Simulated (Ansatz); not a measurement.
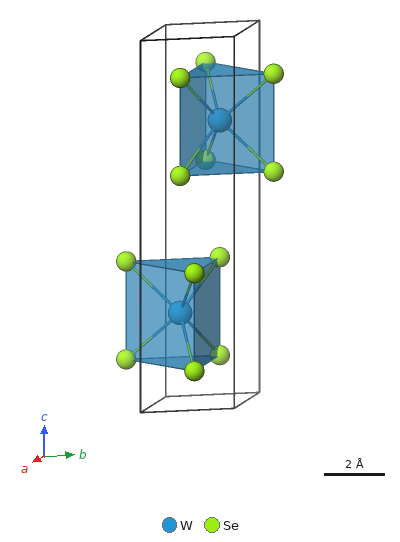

The structure as given in the input (polyhedral view of the cell of the calculation, seen slightly off an axis; polyhedra are completed across the faces of the cell). An atom can appear more than once, as a periodic image.

# WSe2: geometry relaxation

The run: geometry relaxation of WSe2 (P6₃/mmc, 6 atoms in the cell). Method and program: DFT PBE+D3(BJ), scalar-relativistic, plane waves, PAW, no spin polarisation (Ansatz 0.2.0).

The structure derives from a Materials Project entry.

## The input
```yaml
crystal:
  lattice:
    - [3.2790405541, 0.0, 0.0]
    - [-1.639520277, 2.8397324199, 0.0]
    - [0.0, 0.0, 12.7928245273]
  atoms:
    - { symbol: W, position: [0.6666666667, 0.3333333333, 0.2500158825] }
    - { symbol: W, position: [0.3333333333, 0.6666666667, 0.7499841175] }
    - { symbol: Se, position: [0.3333333333, 0.6666666667, 0.3816757888] }
    - { symbol: Se, position: [0.6666666667, 0.3333333333, 0.8816435852] }
    - { symbol: Se, position: [0.3333333333, 0.6666666667, 0.1183564148] }
    - { symbol: Se, position: [0.6666666667, 0.3333333333, 0.6183242112] }
basis:
  ecutwfc: 420
kpoints:
  mp_grid: { grid: [12, 12, 2] }
hamiltonian:
  xc: pbe
  dispersion: d3bj
scf:
  occupations: { method: gaussian, width: 0.02 }
output:
  forces: true
  stress: true
  eigenvalues: true
relax:
  adjacent_minimum: "off"
  f_tol: 0.005
  max_steps: 80
  cell: { stress_tol: 0.05 }
```

Hardware: 4 threads of Intel Xeon (Granite Rapids), 16 GiB of memory available, shared host.

Launch command:
```bash
ansatz run input.yaml --threads 4 --pin off --max-ram 10240MiB --backend cpu --events-out ev --progress --plain --runs-dir out
```

## What the program printed
```
Engine: ansatz 0.2.0, x86_64-unknown-linux-gnu
Pseudopotentials: kind: paw
Pseudopotential: W, paw, valence charge 14, recommended cutoff 420 eV (normal), W.paw.azcp
Pseudopotential: Se, paw, valence charge 16, recommended cutoff 420 eV (normal), Se.paw.azcp
Functional definition: PBE
  parameter kappa = 0.804
  parameter beta = 0.06672455060314922
  exchange = pbe_x(kappa = kappa, mu = beta*pi^2/3)
  correlation = pbe_c(beta = beta)
Crystal: 6 atoms, lattice volume = 119.122 Å³
Basis set: ecut = 420 eV, 2347 PW (Γ), exchange–correlation on 48×48×180 points (8 copies of the dense FFT grid, shifted against one another)
Bands: 56, of which v1, the nominal top of the filled ones, is band 46 counted from 1 (45 counted from 0)
Symmetry: 12 space group operations
Space group: P-3m1 (ITA 164), of the structure as read, at distance tolerance 4.9e-5 Å
k-points: 38 of 288
Non-local potential: W, projectors of the file, l = 0: 3, l = 1: 2, l = 2: 2, l = 3: 1
Non-local potential: Se, projectors of the file, l = 0: 2, l = 1: 2, l = 2: 3, l = 3: 1
PAW form: soft (Blöchl's): semilocal exchange-correlation on the pseudo side does not see the compensation charge
PAW one-centre angular grid: W, 590 points (default); XC on 64 Gauss nodes
PAW one-centre angular grid: Se, 590 points (default); XC on 64 Gauss nodes
Initial density: superposition of atomic densities (neutral atoms: chi_scale 0, normalization atom), corrected by the library's trained network
Initial wavefunctions: pseudopotential atomic-orbital guess
Functional: x = pbe(κ = 0.804, μ = 0.2195149727645171), c = pbe(β = 0.06672455060314922)
SCF iter   1: F=—  HF=-42651.998801 eV  |F-HF|=—  |Δ(HF+E_count)|=         —  Δρ=4.41e-3  dr2=7.76e-3  ethr=1.77e-3  ⟨swp⟩=6.4  Hψ=7650  notcnv=0  defer=1
preconditioner: auto → Resta (q_TF=auto, 2.613 Å⁻¹)  ε∞=6.1  [insulator: Δε(μ)=0.895 eV  Ē_g=9.011 eV  σ=0.020 eV  W_gap=1.00  n_scr=40 (ndim 8)  ℏωp=20.4 eV  f_vac=0.036  D(μ)=0.00/eV (n_scr^D=0)  ε∞_Penn≈6.1]
SCF iter   2: F=—  HF=-42652.007241 eV  |F-HF|=—  |Δ(HF+E_count)|=   8.44e-3  Δρ=2.56e-3  dr2=1.93e-3  ethr=8.44e-6  ⟨swp⟩=2.0  Hψ=3620  notcnv=0  defer=93
SCF iter   3: F=—  HF=-42652.011249 eV  |F-HF|=—  |Δ(HF+E_count)|=   4.01e-3  Δρ=7.73e-4  dr2=8.47e-4  ethr=2.10e-6  ⟨swp⟩=2.0  Hψ=3006  notcnv=0  defer=93
SCF iter   4: F=—  HF=-42652.011425 eV  |F-HF|=—  |Δ(HF+E_count)|=   1.76e-4  Δρ=7.82e-5  dr2=4.09e-6  ethr=9.21e-7  ⟨swp⟩=2.1  Hψ=2760  notcnv=0  defer=93
SCF iter   5: F=—  HF=-42652.011454 eV  |F-HF|=—  |Δ(HF+E_count)|=   2.88e-5  Δρ=3.10e-5  dr2=7.86e-7  ethr=4.44e-9  ⟨swp⟩=2.1  Hψ=3706  notcnv=0  defer=93
SCF iter   6: F=—  HF=-42652.011455 eV  |F-HF|=—  |Δ(HF+E_count)|=   1.45e-6  Δρ=7.44e-6  dr2=7.83e-8  ethr=1.09e-10  ⟨swp⟩=7.6  Hψ=10292  notcnv=0
SCF iter   7: F=-42652.011455 eV  HF=-42652.011455 eV  |F-HF|=2.02e-8  |Δ(HF+E_count)|=   4.22e-8  Δρ=3.31e-6  dr2=1.32e-8  ethr=8.51e-11  ⟨swp⟩=4.0  Hψ=7410  notcnv=0
SCF 1 converged in 7 iterations: F = -42652.011455 eV  dr2 = 1.32e-8
  greatest PAW one-centre occupation: 1.000 electrons in one spin orbital (limit 2), on the Se atom at site 5 (counted from 0), in its partial waves of l = 2
relax step   1: F+E_penalty+E_count = -42652.01145511 eV  Δ(F+E_penalty+E_count) = +0.000e0 eV  max|allowed force component| = 1.010e-3 eV/Å  Δτ_max = 0.0000 Å  P = -0.008 GPa  Ω = 119.122 Å³  (7 SCF iters, dr2 threshold 1.00e-7 eV, accepted)
Initial density: handed on by an earlier stage of this run
Initial wavefunctions: pseudopotential atomic-orbital guess (no wavefunctions were taken with the density)
iter 1 solved again at ethr=5.08e-8 eV; its pass at ethr=3.10e-3 eV (dr2=4.68e-5 eV) is discarded
SCF iter   1: F=—  HF=-42652.011433 eV  |F-HF|=—  |Δ(HF+E_count)|=         —  Δρ=3.38e-6  dr2=1.48e-8  ethr=5.08e-8  ⟨swp⟩=3.6  Hψ=13191  notcnv=0
preconditioner: auto → Resta (q_TF=auto, 2.613 Å⁻¹)  ε∞=6.1  [insulator: Δε(μ)=0.897 eV  Ē_g=9.009 eV  σ=0.020 eV  W_gap=1.00  n_scr=40 (ndim 8)  ℏωp=20.4 eV  f_vac=0.029  D(μ)=0.00/eV (n_scr^D=0)  ε∞_Penn≈6.1]
SCF iter   2: F=—  HF=-42652.011455 eV  |F-HF|=—  |Δ(HF+E_count)|=   2.19e-5  Δρ=2.26e-6  dr2=6.75e-9  ethr=1.61e-11  ⟨swp⟩=3.0  Hψ=4586  notcnv=0
SCF iter   3: F=—  HF=-42652.011455 eV  |F-HF|=—  |Δ(HF+E_count)|=   1.15e-8  Δρ=1.06e-6  dr2=2.31e-9  ethr=7.34e-12  ⟨swp⟩=2.0  Hψ=2764  notcnv=0
SCF iter   4: F=—  HF=-42652.011455 eV  |F-HF|=—  |Δ(HF+E_count)|=   1.48e-9  Δρ=3.45e-7  dr2=4.08e-10  ethr=2.51e-12  ⟨swp⟩=2.6  Hψ=3461  notcnv=0
SCF iter   5: F=—  HF=-42652.011455 eV  |F-HF|=—  |Δ(HF+E_count)|=  1.31e-10  Δρ=2.36e-7  dr2=9.73e-11  ethr=1.00e-12  ⟨swp⟩=2.0  Hψ=2442  notcnv=0
SCF iter   6: F=-42652.011455 eV  HF=-42652.011455 eV  |F-HF|=7.28e-12  |Δ(HF+E_count)|=  4.37e-11  Δρ=4.22e-8  dr2=2.30e-12  ethr=1.00e-12  ⟨swp⟩=4.4  Hψ=6532  notcnv=0
SCF 2 converged in 6 iterations: F = -42652.011455 eV  dr2 = 2.30e-12
relax step   2: F+E_penalty+E_count = -42652.01145511 eV  Δ(F+E_penalty+E_count) = -4.402e-9 eV  max|allowed force component| = 1.000e-3 eV/Å  Δτ_max = 0.0000 Å  P = -0.008 GPa  Ω = 119.122 Å³  stress off target by 1.67e-2 GPa  SCF on the basis re-selected at this cell (its energy is not comparable with the rows above)  (6 SCF iters)
```

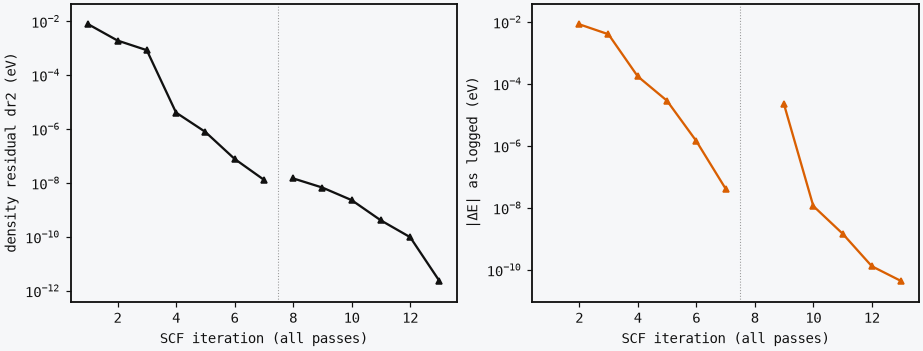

Convergence of the self-consistent field: density residual dr2 and size of the energy change against the SCF iteration. The dotted lines part the SCF passes of the relaxation: geometry steps, rejected trials and re-solves on a re-selected basis. The passes take 7 and 6 iterations.

```
basis re-selected at this cell: Δ(F+E_penalty+E_count) = -4.402e-9 eV, ΔP = +0.000 GPa vs the last step (what re-selecting the basis moved, of the pressure what is left beyond the Pulay correction that the steps carried, after the strain that the cell walked since its last selection, with what the two solves' SCF thresholds leave and, on support functions, any second-order correction that the steps lacked; it is no measure of the basis error at this ecutwfc). This SCF's stress stands 1.67e-2 GPa from its target on what of the cell is left free (relax.cell.stress_tol is 5.00e-2 GPa) and its largest allowed force component is 1.00e-3 eV/Å (relax.f_tol is 5.00e-3 eV/Å): within both
SCF converged after 6 iterations
Free energy (F): -42652.011455 eV
Harris-Foulkes:  -42652.011455 eV  (|F-HF|=7.28e-12)
Internal energy: -42652.011455 eV  (E = F + TS)
E sigma→0 (E₀):  -42652.011455 eV
Fermi energy:    13.789534 eV
--- Per-component energies (eV) ---
  E_band       = -1649.598903
  E_kinetic    = 1379.902060
  E_local      = -11084.189570  (includes V_loc(G=0)·N_el)
  E_nonlocal   = -2379.684026
  E_hartree    = 5342.245195
  E_xc         = -953.507060
  E_vxc        = -874.201714  (∫ρ·V_xc dr)
  E_paw        = -24771.118714  (= ΣΔE_a)
  E_vpaw       = 624.086469  (= ΣTr[D̂ρ^β])
  E_aug_tail   = -0.002508  (compensation charges beyond the density's cutoff)
  E_ewald      = -10182.804253
  E_disp       = -2.852578  (pairwise vdW)
  E_smearing   = -0.000000  (= −TS)
  E_closure    = -0.000000  (closes the sum)
  Σ components = -42652.011455   (vs F -42652.011455, Δ=0.00e0)
--- Forces (eV/Å), atoms counted from 1 ---
  atom   1  W     -0.00000000     0.00000000    -0.00002556
  atom   2  W      0.00000000    -0.00000000     0.00002556
  atom   3  Se     0.00000000    -0.00000000     0.00050661
  atom   4  Se    -0.00000000     0.00000000     0.00100046
  atom   5  Se     0.00000000    -0.00000000    -0.00100046
  atom   6  Se    -0.00000000     0.00000000    -0.00050661
  max |Σ_I F_I| component: 4.63e-18 eV/Å
--- Stress (GPa, compression-positive) ---
       -0.003201      -0.000000      -0.000000
       -0.000000      -0.003201      -0.000000
       -0.000000      -0.000000      -0.016704
  P = ⅓ Tr σ = -0.0077 GPa (-0.077 kbar)
--- Band table (eV; the first three rows and the last of 38) ---
  k-point 0: bands = ["-60.9171", "-60.9171", "-34.5296", "-34.5296", "-34.5295", "-34.5295", "-34.5291", "-34.5291", "-34.5290", "-34.5290", "-34.5026", "-34.5026", "-34.5021", "-34.5021", "-34.5015", "-34.5015", "-34.5010", "-34.5010", "-34.4914", "-34.4911", "-34.4895", "-34.4891", "-25.2102", "-25.2101", "-25.0681", "-25.0681", "-25.0681", "-25.0681", "-2.0085", "-1.6919", "-0.8783", "-0.3594", "6.0795", "7.3485", "9.5512", "10.7083", "10.7083", "10.7305", "10.7305", "11.8179", "11.8179", "11.8884", "11.8884", "12.1472", "12.3786", "13.3415", "15.9757", "15.9757", "16.0242", "16.0242", "16.0405", "16.0405", "16.2833", "16.2833", "17.9060", "18.5866"]
  k-point 1: bands = ["-60.9171", "-60.9171", "-34.5296", "-34.5296", "-34.5296", "-34.5296", "-34.5290", "-34.5290", "-34.5290", "-34.5290", "-34.5024", "-34.5024", "-34.5024", "-34.5024", "-34.5012", "-34.5012", "-34.5012", "-34.5012", "-34.4913", "-34.4913", "-34.4893", "-34.4893", "-25.2102", "-25.2102", "-25.0681", "-25.0681", "-25.0681", "-25.0681", "-1.8796", "-1.8793", "-0.5934", "-0.5931", "6.5959", "6.5966", "10.6811", "10.6818", "10.7191", "10.7191", "10.7192", "10.7192", "11.8531", "11.8531", "11.8532", "11.8532", "13.1362", "13.1368", "15.9750", "15.9750", "15.9752", "15.9752", "16.1860", "16.1860", "16.1861", "16.1861", "18.2787", "18.2787"]
  k-point 2: bands = ["-60.9164", "-60.9164", "-34.5296", "-34.5295", "-34.5293", "-34.5292", "-34.5291", "-34.5290", "-34.5288", "-34.5287", "-34.5026", "-34.5026", "-34.5022", "-34.5022", "-34.5016", "-34.5015", "-34.5012", "-34.5010", "-34.4913", "-34.4909", "-34.4893", "-34.4889", "-25.2068", "-25.2068", "-25.0846", "-25.0845", "-25.0719", "-25.0719", "-1.9020", "-1.5864", "-0.8173", "-0.3109", "6.2170", "7.4844", "9.4602", "10.3797", "10.4169", "10.8064", "10.8378", "11.3401", "11.6323", "11.7113", "11.8116", "12.1781", "12.5321", "13.1569", "15.7421", "15.7924", "15.8362", "15.8706", "15.8779", "16.1284", "16.1639", "16.2497", "18.5249", "19.0981"]
  k-point 37: bands = ["-60.9049", "-60.9049", "-34.5278", "-34.5278", "-34.5265", "-34.5265", "-34.5264", "-34.5264", "-34.5262", "-34.5262", "-34.5043", "-34.5043", "-34.5034", "-34.5034", "-34.5024", "-34.5024", "-34.5023", "-34.5023", "-34.4890", "-34.4890", "-34.4867", "-34.4867", "-25.2490", "-25.2490", "-25.2224", "-25.2224", "-25.1535", "-25.1535", "0.4946", "0.4946", "0.5757", "0.5757", "7.5498", "7.5500", "7.6516", "7.6516", "8.6035", "8.6037", "8.9048", "8.9048", "9.9365", "9.9365", "10.5454", "10.5454", "12.9812", "12.9814", "14.7192", "14.7192", "15.6932", "15.6937", "16.5190", "16.5190", "17.6773", "17.6773", "19.5750", "19.5750"]
--- Relaxed structure (1 steps of the walk, 1 accepted, 1 SCFs on fresh bases) ---
  F+E_penalty+E_count = -42652.01145511 eV   max|allowed force component| = 1.000e-3 eV/Å   (the final SCF, on the basis selected at the relaxed cell)
  cell:  # Å, volume = 119.1216 Å³
    - [3.279040554105772, -2.8867423895180932e-11, 0.0]
    - [-1.639520277027886, 2.8397324199094345, 0.0]
    - [0.0, 0.0, 12.7928245273]
  atoms:
    - { symbol: W, position: [0.6666666666666665, 0.3333333333333333, 0.2500158825] }
    - { symbol: W, position: [0.33333333333333326, 0.6666666666666666, 0.7499841174999999] }
    - { symbol: Se, position: [0.33333333333333326, 0.6666666666666666, 0.38167578879999997] }
    - { symbol: Se, position: [0.6666666666666665, 0.3333333333333333, 0.8816435852] }
    - { symbol: Se, position: [0.33333333333333326, 0.6666666666666666, 0.11835641479999999] }
    - { symbol: Se, position: [0.6666666666666665, 0.3333333333333333, 0.6183242111999999] }
```

## Trajectory as extended XYZ (Å, eV, eV/Å), 2 frames, from step=1 to step=2
```
6
Lattice="3.2790 0.0000 0.0000 -1.6395 2.8397 0.0000 0.0000 0.0000 12.7928" Properties=species:S:1:pos:R:3:forces:R:3 step=1 energy=-42652.01145 pressure_GPa=-0.01
W     1.6395    0.9466    3.1984    0.0000   0.0000   0.0000
W     0.0000    1.8932    9.5944    0.0000   0.0000   0.0000
Se    0.0000    1.8932    4.8827    0.0000   0.0000   0.0005
Se    1.6395    0.9466   11.2787    0.0000   0.0000   0.0010
Se    0.0000    1.8932    1.5141    0.0000   0.0000  -0.0010
Se    1.6395    0.9466    7.9101    0.0000   0.0000  -0.0005
6
Lattice="3.2790 0.0000 0.0000 -1.6395 2.8397 0.0000 0.0000 0.0000 12.7928" Properties=species:S:1:pos:R:3:forces:R:3 step=2 energy=-42652.01145 pressure_GPa=-0.01
W     1.6395    0.9466    3.1984    0.0000   0.0000   0.0000
W     0.0000    1.8932    9.5944    0.0000   0.0000   0.0000
Se    0.0000    1.8932    4.8827    0.0000   0.0000   0.0005
Se    1.6395    0.9466   11.2787    0.0000   0.0000   0.0010
Se    0.0000    1.8932    1.5141    0.0000   0.0000  -0.0010
Se    1.6395    0.9466    7.9101    0.0000   0.0000  -0.0005
```

## Summary

- outcome: converged
- space group (tolerance 0.01 Å): P6₃/mmc (194)
- electrons treated: 92
- free energy: −42652.0115 eV
- Fermi energy: 13.790 eV
- gap on the k-point mesh: 0.90 eV
- pressure: −0.01 GPa
- final volume: 119.12 Å³
- largest force (length of the vector) at the end: 0.001 eV/Å
- final cell: a = 3.279 Å, b = 3.279 Å, c = 12.793 Å, α = 90.00°, β = 90.00°, γ = 120.00°
- wall time: 4.7 s (CPU time 17 s)
- peak memory: 0.65 GiB

## Notes

Spin–orbit coupling is left out, which matters for W.
